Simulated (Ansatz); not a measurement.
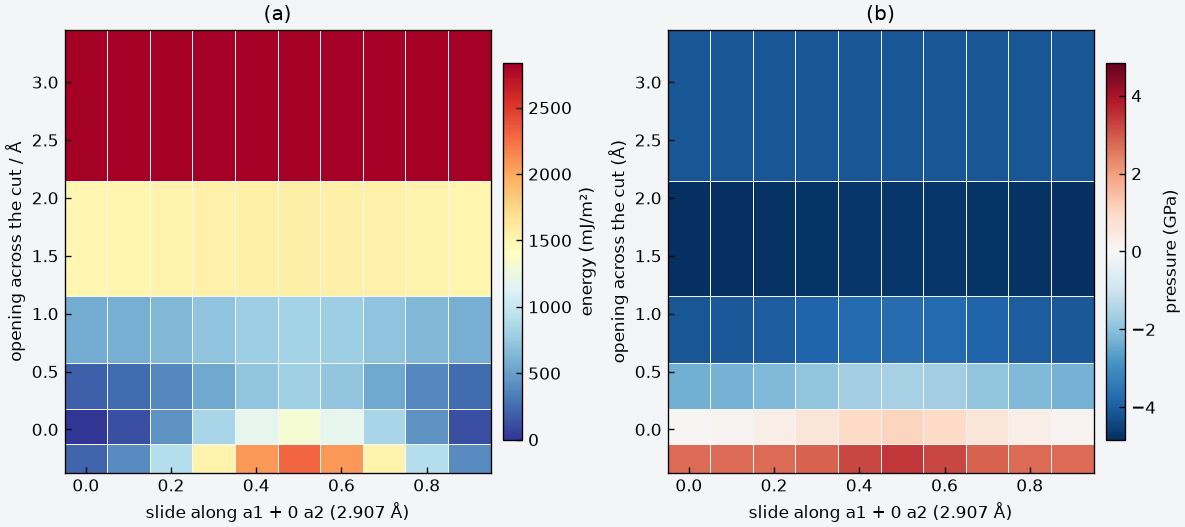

Ti (Fm-3m, No. 225; 6 atoms in the cell). Rigid slide and opening across a plane, one cut a cell; the plane is (0 0 1) of the conventional cell. First axis: slide along a1 + 0 a2 (2.907 Å). Second axis: opening across the cut. Nothing is relaxed (rigid halves). Grid: 10 × 6 points; 36 points were computed and 24 follow by symmetry. Points are written as (first, second). All energies are given in mJ/m² relative to the lowest grid point. All numbers below come from DFT PBE, scalar-relativistic, plane waves, PAW (Ansatz). Settings: cutoff 520 eV, k-mesh 15×15×4 in the order of the run's cell vectors, gaussian smearing 0.15 eV, no spin polarisation.

Panel (a) is the energy and panel (b) the computed pressure on the same grid.

The picture shows one coloured cell a grid point.

### How does the pressure vary over the map, and what is it at the lowest grid point?

It runs from −4.8 GPa at (0.0, 1.50 Å) to 3.5 GPa at (0.5, −0.25 Å). At the lowest grid point, (0.0, 0.00 Å), it is 0.1 GPa.

PAW datasets: the set soft_1.
